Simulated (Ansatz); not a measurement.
A series of calculations on Al2Cu and related structures

**1. Relaxation**

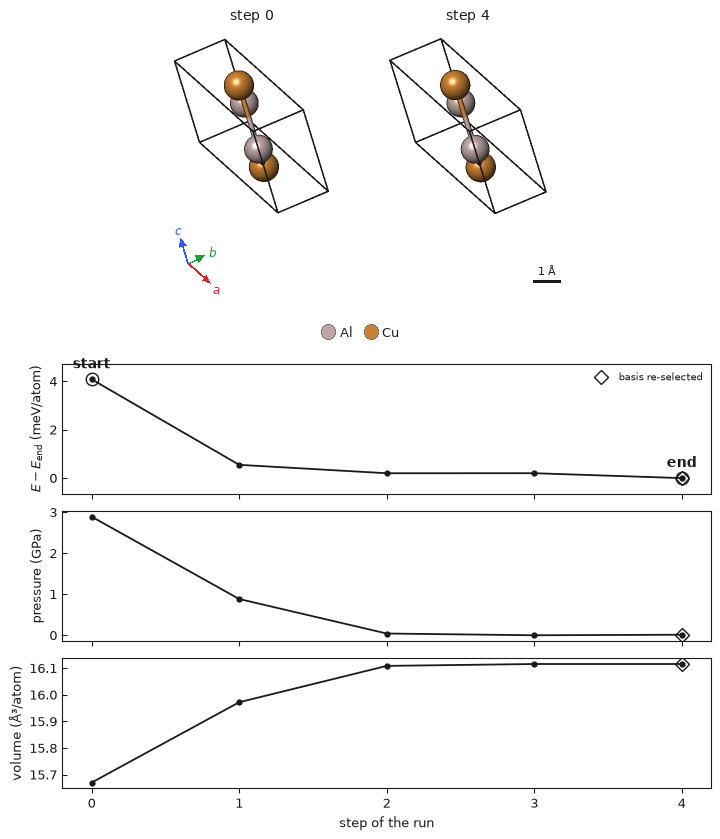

First and last geometry of a relaxation of solid Al$_{2}$Cu (set up in I4/mmm), with the history of the run. Style: ball-and-stick. Shown: the cell of the calculation, slightly off an axis.

Computed with DFT PBE, scalar-relativistic, plane waves, PAW (Ansatz 0.2.0). Set-up: plane-wave cutoff 420 eV; k-point mesh 14 × 14 × 14; occupations gaussian; smearing width 0.1 eV; no spin polarisation; cell and atoms relaxed; force threshold 0.005 eV/Å; at most 80 steps.

**What do the curves and the structures tell?**

It converged. No atom moves by more than 0.005 Å relative to the cell. The volume changes by +2.8 %, with a = b = c 4.046 → 4.089 Å (+1.1 %), α 119.8° → 120.0°, β 119.8° → 120.0°, γ 90.4° → 90.0°. Near-neighbour distances that change, for instance: Al–Cu 2.481 → 2.504 Å. Within 0.06 Å the space group is Fm-3m at the start and Fm-3m at the end; at a tighter tolerance small leftover displacements or strains of the cell lower it. The energy falls by 4.1 meV per atom in 3 accepted moves (4 points after the start). All forces vanish by symmetry, so only the cell relaxes. Pressure: 2.89 GPa at the start and 0.01 GPa at the end. The SCF was repeated once at an unchanged geometry on a basis and grid sized afresh for the cell, which shifted the energy by 0.2 meV per atom at most. Cost: 10 s on 4 threads of Oxide Virtual Turin-like Processor (Zen 5), with other jobs on the host, peak memory 0.55 GiB.

```tsv
step	E − E(0), meV/atom	pressure, GPa	volume, Å³/atom	note
0	0.00	2.89	15.671	
1	-3.53	0.88	15.972	
2	-3.88	0.04	16.109	
3	-3.88	0.00	16.116	
4	-4.08	0.01	16.116	same geometry, new basis
```

**2. Relaxation**

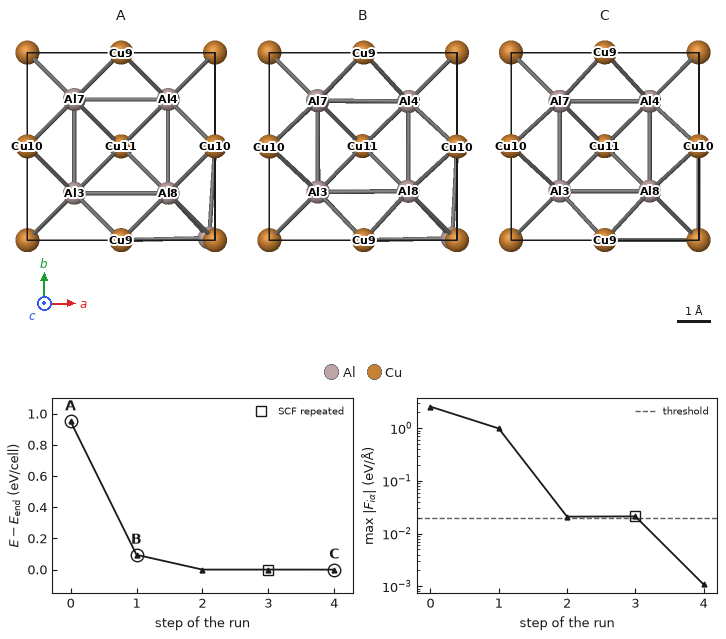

Frames of a relaxation of a defect cell of composition Al₉Cu₄, marked on the history of the run. Style: ball-and-stick. Shown: the cell of the calculation, along the c axis.

Case: Al interstitial, charge +0, atoms relaxed. The atoms of the start lie slightly off their symmetric places, so part of the fall in energy undoes that.

Level of theory: DFT PBE, scalar-relativistic, plane waves, PAW in Ansatz 0.2.0.

Input file:
```yaml
crystal:
  lattice:
    - [0.0, 0.0, -5.7824626538]
    - [4.0892560504, -4.0892560504, 0.0]
    - [-4.0892560504, -4.0892560504, 0.0]
  atoms:
    - { symbol: Al, position: [0.25, 0.75, 0.25] }
    - { symbol: Al, position: [0.75, 0.25, 0.25] }
    - { symbol: Al, position: [0.25, 0.25, 0.75] }
    - { symbol: Al, position: [0.75, 0.75, 0.75] }
    - { symbol: Al, position: [0.25, 0.25, 0.25] }
    - { symbol: Al, position: [0.75, 0.75, 0.25] }
    - { symbol: Al, position: [0.25, 0.75, 0.75] }
    - { symbol: Al, position: [0.75, 0.25, 0.75] }
    - { symbol: Cu, position: [0.5, 0.0, 0.0] }
    - { symbol: Cu, position: [0.0, 0.5, 0.0] }
    - { symbol: Cu, position: [0.5, 0.5, 0.5] }
    - { symbol: Cu, position: [0.0, 0.0, 0.5] }
    - { symbol: Al, position: [-0.0310871408, 0.0117858735, 0.0134550738] }
basis:
  ecutwfc: 420
  xc_grid: 2
kpoints:
  mp_grid: { grid: [4, 4, 4], shift: [0.5, 0.5, 0.5] }
hamiltonian:
  xc: pbe
scf:
  occupations: { method: gaussian, width: 0.1 }
output:
  forces: true
  stress: false
  eigenvalues: true
  write_density: true
  write_potential: true
  elf: true
  volumetric_format: npy
relax:
  adjacent_minimum: "off"
  f_tol: 0.02
  max_steps: 60
```

Command:
```bash
ansatz run input.yaml --threads 4 --pin off --max-ram 10240MiB --backend cpu --events-out ev --progress --plain --runs-dir out
```

> What happens along the run?

Al13 moves most: 0.19 Å along [2 −1 −1]. By element the largest moves are Al 0.19 Å, Cu 0.02 Å. The lattice vectors keep their values. Near-neighbour distances that change, for instance: Al2–Al13 2.318 → 2.607 Å, Al6–Al13 2.401 → 2.608 Å, Al8–Al13 2.413 → 2.608 Å, Cu9–Al13 2.713 → 2.889 Å. After 3 accepted moves (4 points after the start) the energy has fallen by 0.951 eV per cell of the calculation. The largest force component goes from 2.6 to 0.0011 eV/Å. 1 step only repeated the SCF at the same geometry. Cost: 33 s on 4 threads of Oxide Virtual Turin-like Processor (Zen 5) (shared host), peak memory 0.76 GiB. From step 0 to 1: Al2 moves most (0.11 Å), energy −0.856 eV per cell of the calculation. From step 1 to 4: Al13 moves most (0.15 Å), energy −95.2 meV per cell of the calculation.

Limits of the set-up: the periodic images lie only 5.8 Å apart, so the values are limited by the cell's size.

**3. Path**

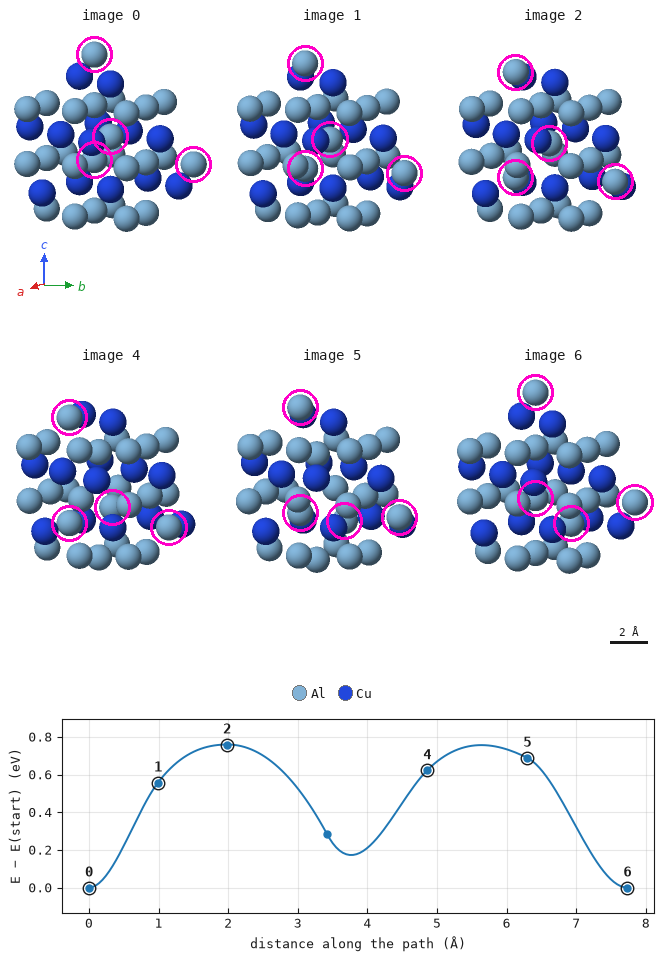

NEB run on a defect cell of composition Al9Cu4 (13 atoms in the cell). Images are numbered from 0 (start) to 6 (end). A spheres-only model of the atoms within 5.0 Å of the middle of the path, seen slightly off an axis. The atoms that move most are ringed.

Theory: DFT PBE, scalar-relativistic, plane waves, PAW in Ansatz 0.2.0. Run with plane-wave cutoff 420 eV; k-point mesh 4 × 4 × 4; Gaussian smearing 0.1 eV; 5 movable images; climbing image.

Q: What happens along the path, and what is the barrier?

A: The path has more than one stage, and so few images may leave a stage unresolved. An Al atom travels furthest, 4.09 Å from end to end, along [−1 0 −1], on a path that bends up to 1.00 Å away from the straight line. At the highest image its nearest neighbour (Cu) is 2.45 Å away, against 2.61 Å at the start, and the surrounding atoms stand up to 1.58 Å off the mean of their end positions. The barrier is about 0.76 eV in both directions, with image 2 at the top; the ends have the same energy. The profile has 2 maxima (images 2, 5) with a dip at image 3 (+0.28 eV), so the process runs in steps. The band converged in 34 iterations. The largest component of the band force went from 24 to 0.02 eV/Å. The climbing image converged on the top of the path. Its curvatures weren't checked.

Limits of the set-up: the periodic images lie only 5.8 Å apart, so the values are limited by the cell's size.
